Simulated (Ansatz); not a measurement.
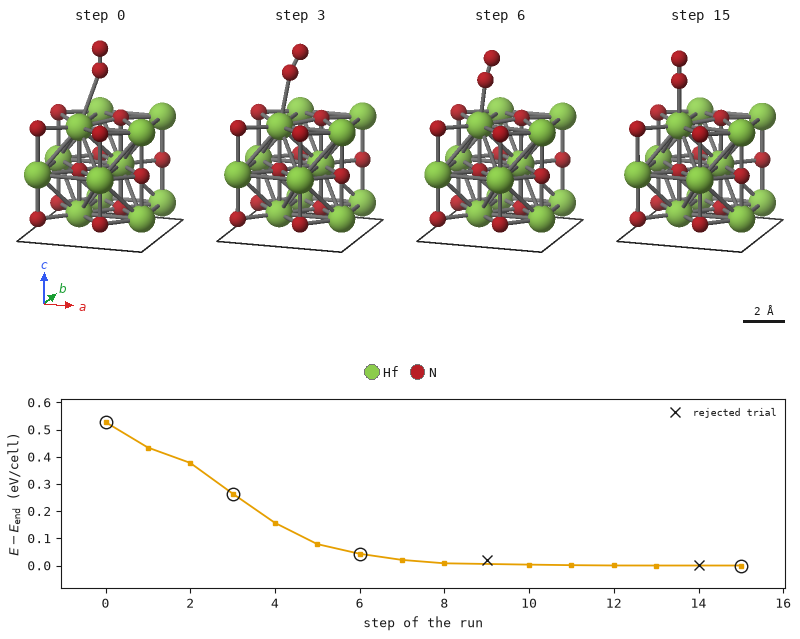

Frames of a constrained relaxation of a slab of composition Hf₆N₇ (cut from the Fm-3m phase), marked on the history of the run. A ball-and-stick model of the cell of the calculation, outlined in the plane, without the vacuum (origin shifted), seen slightly off an axis.

Case: 1 N2 a cell, upright, over a bridge N-Hf site. The slab is the (1 0 0) face of HfN with N2 on it. 8 atoms are held fixed.

Level of theory: Ansatz, DFT PBE, scalar-relativistic, plane waves, PAW. (plane-wave cutoff 420 eV; k-point mesh 3 × 3 × 1; occupations gaussian; smearing width 0.1 eV; no spin polarisation; dipole correction; atoms relaxed in a fixed cell; force threshold 0.04 eV/Å; at most 100 steps)

Q: Describe the path.

A: The largest moves, 1.20 Å, are those of N atoms. Largest moves by element: N 1.20 Å, Hf 0.08 Å. The lattice vectors keep their values. Near-neighbour distances that change, for instance: Hf–N 2.975 → 2.269 Å, Hf–N 2.196 → 2.320 Å, Hf–Hf 3.124 → 3.168 Å, Hf–N 2.188 → 2.147 Å. Among the angles between lasting bonds that change: Hf–N–N 157.5° → 180.0°, Hf–N–Hf 169.5° → 172.3°, Hf–N–Hf 177.3° → 174.8°. The energy falls by 0.528 eV per cell of the calculation in 13 accepted moves (15 points after the start). The largest force component goes from 1.3 to 0.00061 eV/Å. The line search rejected the trial steps at points 9, 14 of the run. The forces were under the threshold at step 12, but the run went on from there. From step 0 to 3: an N atom moves most (0.54 Å), energy −0.263 eV per cell of the calculation. From step 3 to 6: an N atom moves most (0.52 Å), energy −0.222 eV per cell of the calculation. From step 6 to 15: an N atom moves most (0.70 Å), energy −43.2 meV per cell of the calculation.

```csv
step,"E − E(0), meV/atom","largest force component, eV/Å",note
0,0.00,1.3026,
1,-3.60,2.7615,
2,-5.77,3.0683,
3,-10.11,1.2774,
4,-14.26,0.3730,
5,-17.27,0.2716,
6,-18.64,0.1404,
7,-19.51,0.1914,
8,-19.98,0.1025,
9,-19.57,0.8784,rejected
10,-20.17,0.0508,
11,-20.25,0.0458,
12,-20.29,0.0036,
13,-20.30,0.0654,
14,-20.28,0.2435,rejected
15,-20.30,0.0006,
```

Limits of the set-up: the periodic images lie only 6.4 Å apart, so the values are limited by the cell's size.
